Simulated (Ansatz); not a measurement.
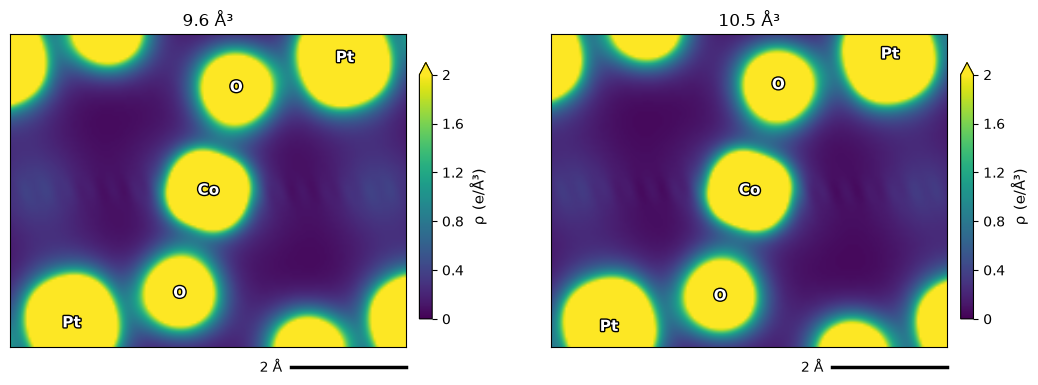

CoPtO2. The valence pseudo-density of cells scaled evenly to different volumes (given per atom above each panel), on the (101̄) plane of each (indices in the axes of the cell below), at one length scale and on one colour scale.

A structure from a database of computed crystals, not necessarily the ambient phase; the program warned that a starting moment wasn't kept; spin-polarised, but the moments vanished.

Theory: Ansatz, Kohn-Sham DFT of a periodic cell, PBEsol, Ansatz PAW.

The largest cell:

```
CELL_PARAMETERS angstrom
2.84325 0.00000 0.00000
-1.42162 0.82077 5.97872
1.42162 -2.46232 0.00000
ATOMIC_POSITIONS crystal
Pt 0.00000 0.00000 0.00000
Co 0.50000 0.50000 0.50000
O 0.11224 0.33673 0.11224
O 0.88776 0.66327 0.88776
```

| volume (Å³/atom) | Co–O contact in the plane (Å) | ρ at its midpoint (e/Å³) | pressure (GPa) | 
| --- | --- | --- | --- |
| 9.64 | 1.859 | 0.824 | 13.7 | 
| 10.26 | 1.897 | ? | ? | 
| 10.46 | 1.910 | 0.729 | −9.5 | 

Q: Estimate the missing row, and compare with the calculation.

A: Over the known rows ln ρ falls by 2.40 per Å of Co–O distance (the line through the two), which gives 0.752 e/Å³ at 1.897 Å; the calculation gives 0.751 e/Å³. For the pressure, a straight line in volume between the neighbouring rows gives −3.8 GPa; the calculation gives −4.7, lower because pressure rises ever faster on compression.
